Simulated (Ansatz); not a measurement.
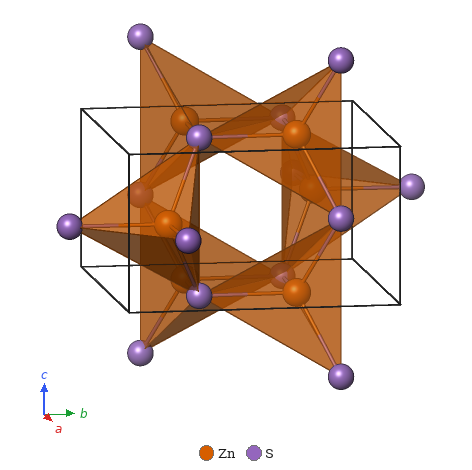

An orthographic polyhedral view of the structure, slightly off an axis. The conventional unit cell is drawn as a box. A few atoms beyond the faces are included. Cell: a = 6.63 Å, b = 6.63 Å, c = 3.86 Å, α = 90.00°, β = 90.00°, γ = 90.00°.

It goes back to a structure type filled with these elements by a generator (whether the compound takes this form wasn't checked). Earlier steps of the study may have refined or changed the cell and positions. It was run through Ansatz as a DFT input.

Describe the crystal.

The stoichiometry is ZnS. It is primitive tetragonal, space group P4_2/mnm (No. 136). Content of the cell: 4 Zn, 4 S (Z = 4). The polyhedra are ZnS4 tetrahedra; they share corners and edges. The neighbours of Zn are four S in a distorted tetrahedral arrangement at about 2.3 to 2.4 Å. About every S there are four Zn in a distorted tetrahedral arrangement at about 2.3 to 2.4 Å. The bonds build a three-dimensional framework.

The calculation used Ansatz 0.2.0, DFT r2SCAN, scalar-relativistic, plane waves, PAW, with plane-wave cutoff 500 eV, k-grid 4×4×8, Gaussian smearing of 0.02 eV, no spin polarisation.

Is it conducting or gapped at this level?

A semiconductor at this level, with a gap of 2.72 eV, direct.

Give the Bader charge of each element.

Zn +0.98 e; S -0.98 e.

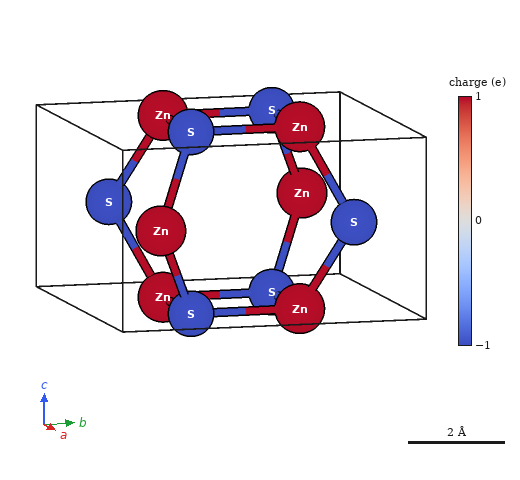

The atoms coloured by those charges. The run's cell of 8 atoms is drawn.

Are forces and stress small enough to call this relaxed?

No. The largest force is 0.03 eV/Å. The pressure is -2.1 GPa, so the cell would contract.
